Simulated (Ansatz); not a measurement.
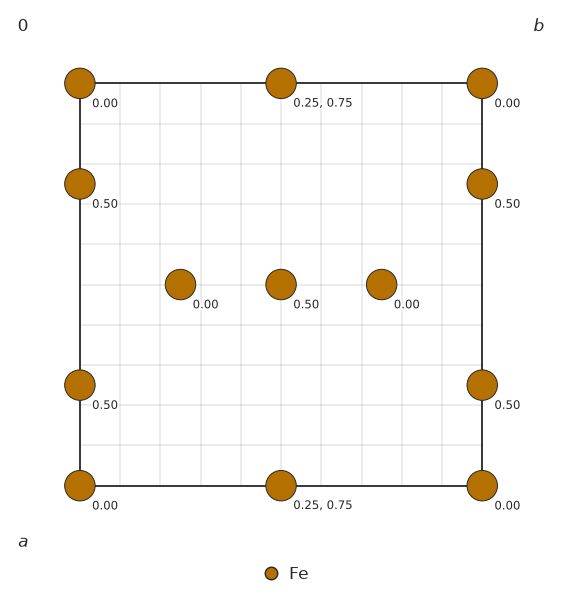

Plan of a unit cell projected along c (a down the page, b across); the numbers are heights as fractions of c, and atoms on the cell's edges are repeated. The grid marks tenths of a and b. Source: coordinates from a relaxation with DFT, LDA (PW92), plane waves (420 eV) with PAW, scalar-relativistic (Ansatz); the starting structure was generated, so it need not be a known form of this composition. Geometry calculated from the standardised cell; symmetry tolerance 0.002 Å.

a = 4.380 Å, b = 4.380 Å, c = 4.380 Å, α = 90.00°, β = 90.00°, γ = 90.00°.

What does the cell contain?

Answer. 8 Fe: Fe, Z = 8.

Which space group?

Answer. Pm-3n (No. 223), primitive cubic.

Give the independent sites, coordinates to two places.

Answer.
```tsv
atom	site	symmetry	x	y	z
Fe	2a	m-3.	0.00	0.00	0.00
Fe	6c	-4m.2	0.25	0.00	0.50
```
